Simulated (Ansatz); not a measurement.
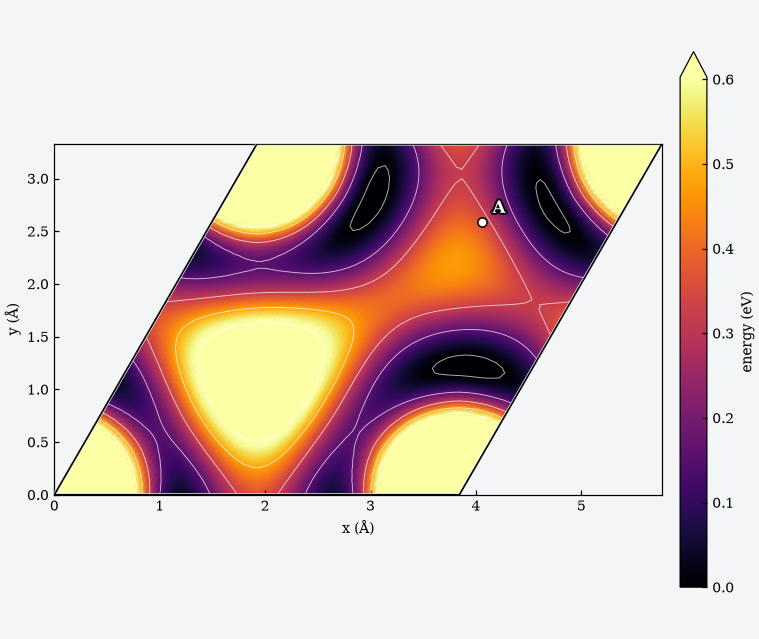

AlP (F-43m phase) with one H guest (13 atoms in the cell, cell charge +1). A guest moved over a lattice plane through the rigid host; the plane is (1 −1 1) of the conventional cell, half-way across the widest gap between atomic layers, origin above P12. Places are given modulo a cell vector. The map is drawn in real space over the plane of the scan. Nothing is relaxed (host rigid, guest held in the plane). The scan uses a 9 × 9 grid; 45 points were computed and 36 follow by symmetry. Energies are in eV per cell, from the lowest grid point. The band gap closes in part of the range. The cell is charged on a uniform background, without a charge correction. All numbers below come from Ansatz 0.2.0, DFT LDA, scalar-relativistic, plane waves, PAW. Settings: cutoff 420 eV, k-mesh 4×4×4, gaussian smearing 0.05 eV, no spin polarisation.

In the figure: a smooth colour map with a few white contour lines, the outline of one cell of the plane, one colour for all values above the top of the scale, the point A. Between grid points the surface is interpolated.

**Is A at rest? If not, where is it pushed?**

A, at (6/9, 7/9) of the cell vectors, is not a stationary point. The computed force is 0.49 eV/Å in the plane, pointing up and right in the picture (components 0.40 and 0.29 eV/Å).

PAW datasets: the set soft_1.
